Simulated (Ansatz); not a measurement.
## Electronic structure of Si8O (slab) in real space

```cif
data_structure
_symmetry_space_group_name_H-M 'P 1'
_symmetry_Int_Tables_number 1
_cell_length_a 3.8155
_cell_length_b 6.3129
_cell_length_c 21.2319
_cell_angle_alpha 90.000
_cell_angle_beta 90.000
_cell_angle_gamma 90.000
_cell_volume 511.41
loop_
_atom_site_label
_atom_site_type_symbol
_atom_site_fract_x
_atom_site_fract_y
_atom_site_fract_z
_atom_site_occupancy
Si1 Si 0.00000 0.93690 0.18840 1
Si2 Si 0.00000 0.56310 0.18840 1
Si3 Si 0.50000 0.43690 0.24027 1
Si4 Si 0.50000 0.06310 0.24027 1
Si5 Si 0.50000 0.93327 0.34466 1
Si6 Si 0.50000 0.56673 0.34466 1
Si7 Si 0.00000 0.42663 0.38771 1
Si8 Si 0.00000 0.07337 0.38771 1
O1 O 0.50000 0.25996 0.49133 1
```

A point of a scan over the structure, not its minimum; not relaxed (largest force 1.0 eV/Å); PAW files of the earlier set (soft_1); spin-polarised.

Computed with DFT PBE+D3(BJ), scalar-relativistic, plane waves, PAW (Ansatz).

Core electrons are frozen (PAW), and the valence fields are smoothed inside the atomic spheres.

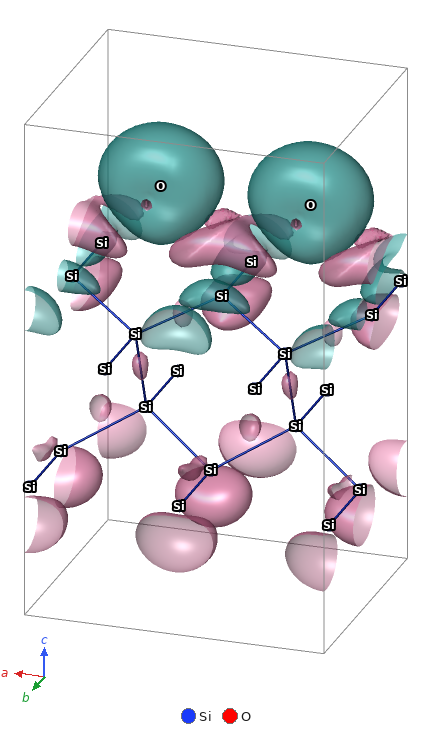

Figure 1. Isosurfaces of the magnetisation density (up minus down) at +0.005 (teal) and −0.005 e/Å³ (pink), seen at an oblique angle. Sticks mark near contacts.

Where is the spin, and how is it ordered?

The spin density sits on O: +1.5 μB in one cell of 9 atoms: a single local moment. The cell of the calculation (9 atoms) carries 1.4 μB of net spin moment.

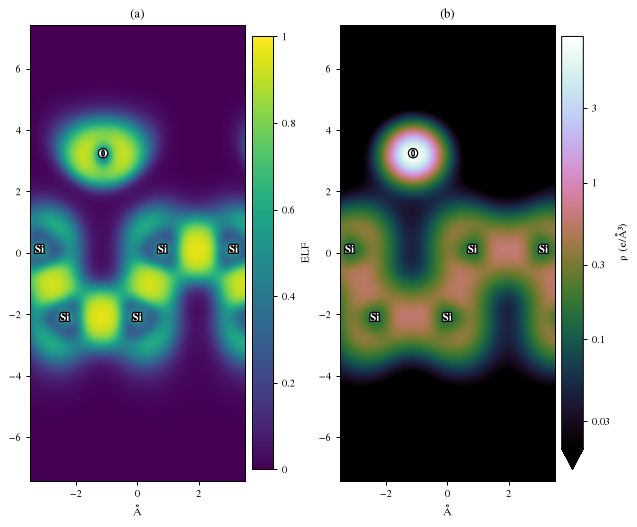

Figure 2. (a) electron localisation function; (b) valence charge density (pseudo) on the (100) plane of the calculation cell, a cut from vacuum to vacuum.

Interpret the plot.

Atoms in the plane: Si and O. Si–Si (2.31 Å): the density is about 0.6 e/Å³ at the midpoint; the ELF peaks at about 0.95 between the atoms. Si–Si (2.36 Å): ρ at the midpoint is about 0.57 e/Å³; the ELF peaks at about 0.95 between the atoms. The density dies away to nearly zero in the vacuum.

Does the calculation make it a metal, or give it a gap?

It is gapless in this calculation (a metal or semimetal).
